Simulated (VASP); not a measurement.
**CdTe: a changed input and its effect**

System: CdTe (F-43m, 2 atoms in the cell).
Method of run 1: Kohn-Sham DFT of a periodic cell, PBE, VASP PAW PBE potentials, recommended, no spin polarisation (VASP 6.6.1).

The structure derives from an entry of the Crystallography Open Database. 

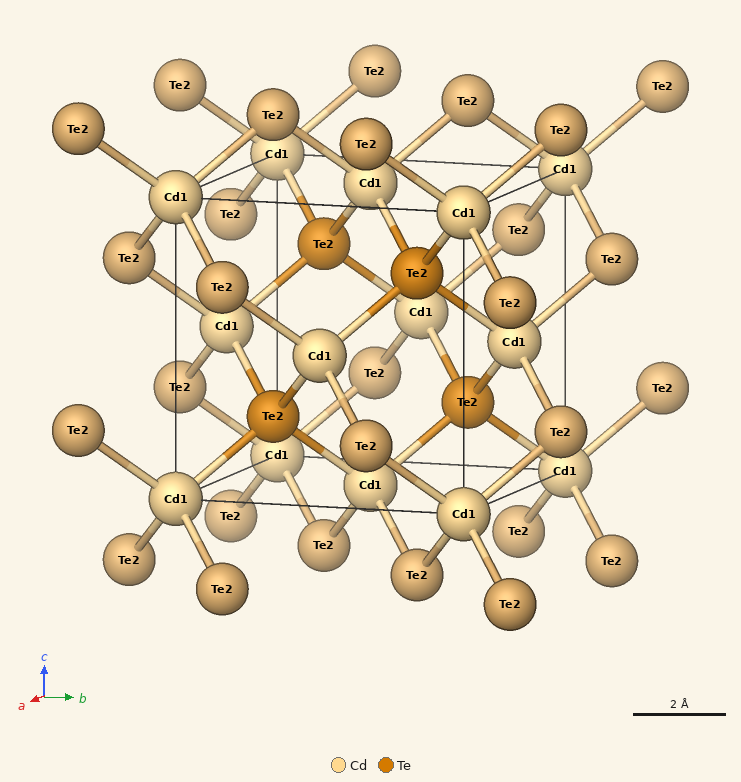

**Figure 1.** The input geometry (ball-and-stick view of the cell 4 times as large as that of the calculation, set on its symmetry axes, seen slightly off an axis; neighbours outside the cell are drawn fainter; atoms are numbered from 1 in the order of the input).

### INCAR, run 1
```
PREC     = Accurate       # precision mode
ENCUT    = 520            # plane-wave cutoff, eV
EDIFF    = 1E-8           # SCF threshold, eV
ISMEAR   = 0              # smearing method
SIGMA    = 0.02           # smearing width, eV
LREAL    = False          # projectors in reciprocal space
LASPH    = True           # aspherical terms in the spheres
NELM     = 100            # most SCF steps
ALGO     = Normal         # electronic algorithm
ISIF     = 2              # what is computed and relaxed
LWAVE    = False          # write WAVECAR
LCHARG   = False          # write CHGCAR
GGA      = PE             # functional
IBRION   = 8              # ionic algorithm
NSW      = 1              # ionic steps
```

### KPOINTS, run 1
```
Automatic mesh
0
Gamma
  8 8 8
```

### POSCAR, run 1
```
CdTe                                    
1.0
    0.0000000000      3.3343971430      3.3343971430
    3.3343971430      0.0000000000      3.3343971430
    3.3343971430      3.3343971430     -0.0000000000
  Cd              Te            
     1     1
Direct
     1.0000000000000000    1.0000000000000000    0.0000000000000000
     0.2500000000000000    0.2500000000000000    0.2500000000000000
```

Launched with:
```bash
cat potpaw_PBE.64/Cd/POTCAR potpaw_PBE.64/Te/POTCAR > POTCAR
mpirun -np 1 vasp_std > vasp.out
```

Hardware: 1 thread of Intel Xeon (Sapphire Rapids), 360 GiB of memory available, shared host.

### OSZICAR and lines of OUTCAR (run 1)
```
N       E                     dE             d eps       ncg     rms          rms(c)
DAV:   1     0.102852446765E+03    0.10285E+03   -0.83110E+03   754   0.119E+03
DAV:   2    -0.630658470454E+00   -0.10348E+03   -0.99433E+02   879   0.274E+02
DAV:   3    -0.500266015030E+01   -0.43720E+01   -0.43641E+01   894   0.582E+01
DAV:   4    -0.504656164642E+01   -0.43901E-01   -0.43897E-01  1091   0.523E+00
DAV:   5    -0.504668201340E+01   -0.12037E-03   -0.12037E-03   909   0.260E-01    0.471E+00
DAV:   6    -0.482223059805E+01    0.22445E+00   -0.47171E-01   839   0.844E+00    0.398E+00
DAV:   7    -0.480771909975E+01    0.14511E-01   -0.11244E-01   844   0.240E+00    0.161E+00
[...]
RMM:   4    -0.492844633489E-01   -0.23559E-03   -0.28878E-05  3917   0.427E-02    0.630E-03
RMM:   5    -0.493079445409E-01   -0.23481E-04   -0.68731E-07  4014   0.768E-03    0.277E-03
RMM:   6    -0.493100437069E-01   -0.20992E-05   -0.30393E-07  3957   0.315E-03    0.791E-04
RMM:   7    -0.493101202158E-01   -0.76509E-07   -0.10589E-07  4034   0.943E-04    0.220E-04
RMM:   8    -0.493110654871E-01   -0.94527E-06   -0.17493E-08  4094   0.353E-04    0.628E-05
RMM:   9    -0.493109119698E-01    0.15352E-06   -0.14335E-09  3923   0.154E-04    0.240E-05
RMM:  10    -0.493110017937E-01   -0.89824E-07    0.59767E-10  4111   0.259E-05    0.736E-06
RMM:  11    -0.493110159214E-01   -0.14128E-07    0.89570E-11  3748   0.102E-05    0.179E-06
RMM:  12    -0.493110189339E-01   -0.30125E-08   -0.92769E-10  2902   0.199E-06    0.137E-06
 Linear response finished
[... from OUTCAR:]
 E-fermi :   1.7450     XC(G=0):  -8.2101     alpha+bet : -6.8185
  free  energy   TOTEN  =        -4.8090489260 eV
  energy  without entropy=       -4.8090489260  energy(sigma->0) =       -4.80904893
  free energy    TOTEN  =        -0.04931102 eV
  energy without entropy =       -0.04931102
```

For run 2 the input was changed thus:
```diff
-    0.0000000000      3.3343971430      3.3343971430
-    3.3343971430      0.0000000000      3.3343971430
-    3.3343971430      3.3343971430     -0.0000000000
+    0.0000000000      3.2902277416      3.2902277416
+    3.2902277416      0.0000000000      3.2902277416
+    3.2902277416      3.2902277416     -0.0000000000
```

How does run 2 compare with run 1?

With the same functional and potentials, run 2 lies 0.08 meV per atom higher. The gap on the mesh goes from 0.52 to 0.63 eV. The pressure goes from −0.67 to 0.74 GPa. The volume per atom goes from 37.07 to 35.62 Å³. The cell is scaled evenly with the atoms at fixed fractional positions, so −ΔP/Δ ln V estimates the bulk modulus midway between the two volumes: about 35 GPa. The SCF takes 17 iterations against 18. The plane waves at Γ go from 2012.0 to 1936.0.

### OSZICAR and lines of OUTCAR (run 2)
```
N       E                     dE             d eps       ncg     rms          rms(c)
DAV:   1     0.104460950616E+03    0.10446E+03   -0.82904E+03   754   0.119E+03
DAV:   2    -0.675767971898E+00   -0.10514E+03   -0.10092E+03   849   0.278E+02
DAV:   3    -0.499783446369E+01   -0.43221E+01   -0.43074E+01   924   0.587E+01
DAV:   4    -0.504133147397E+01   -0.43497E-01   -0.43491E-01  1043   0.515E+00
DAV:   5    -0.504150340272E+01   -0.17193E-03   -0.17193E-03   914   0.284E-01    0.511E+00
DAV:   6    -0.482233704685E+01    0.21917E+00   -0.46434E-01   849   0.870E+00    0.425E+00
DAV:   7    -0.480755071754E+01    0.14786E-01   -0.11592E-01   859   0.248E+00    0.168E+00
[...]
RMM:   3    -0.488769547970E-01   -0.14098E-03   -0.95617E-05  3918   0.711E-02    0.580E-02
RMM:   4    -0.491235814280E-01   -0.24663E-03   -0.28972E-05  3929   0.429E-02    0.616E-03
RMM:   5    -0.491463145239E-01   -0.22733E-04   -0.65589E-07  4026   0.756E-03    0.267E-03
RMM:   6    -0.491478303332E-01   -0.15158E-05   -0.28546E-07  3971   0.305E-03    0.779E-04
RMM:   7    -0.491481301938E-01   -0.29986E-06   -0.10360E-07  4042   0.914E-04    0.215E-04
RMM:   8    -0.491489458371E-01   -0.81564E-06   -0.22470E-08  4074   0.353E-04    0.600E-05
RMM:   9    -0.491488043630E-01    0.14147E-06   -0.12865E-09  3978   0.145E-04    0.232E-05
RMM:  10    -0.491488890524E-01   -0.84689E-07   -0.26873E-10  4150   0.240E-05    0.634E-06
RMM:  11    -0.491488965042E-01   -0.74519E-08   -0.12769E-09  3757   0.900E-06    0.179E-06
 Linear response finished
[... from OUTCAR:]
 E-fermi :   2.0307     XC(G=0):  -8.3833     alpha+bet : -7.0968
  free  energy   TOTEN  =        -4.8088139093 eV
  energy  without entropy=       -4.8088139093  energy(sigma->0) =       -4.80881391
  free energy    TOTEN  =        -0.04914890 eV
  energy without entropy =       -0.04914890
```

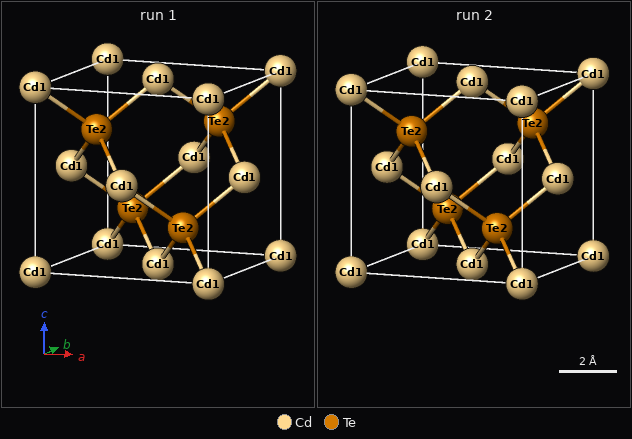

**Figure 2.** The two input geometries at one scale (ball-and-stick view of the cell 4 times as large as that of the calculation, set on its symmetry axes, seen slightly off an axis). The atoms keep their places relative to the cell (all moves are under 0.005 Å). Cell: a = b = c 6.669 → 6.580 Å (−1.3 %). Volume −3.9 %. Among the contacts that change: Cd1–Te2 2.888 → 2.849 Å.

### The two runs side by side

```tsv
quantity	run 1	run 2
outcome	converged	converged
free energy per atom (eV)	−0.0247	−0.0246
energy per atom, smearing taken to zero (eV)	−2.4045	−2.4044
gap on the mesh (eV)	0.52	0.63
pressure (GPa)	−0.67	0.74
volume per atom (Å³)	37.07	35.62
largest force (eV/Å)	0.000	0.000
SCF iterations	18	17
irreducible k-points	29	29
plane waves at Γ	2012	1936
```
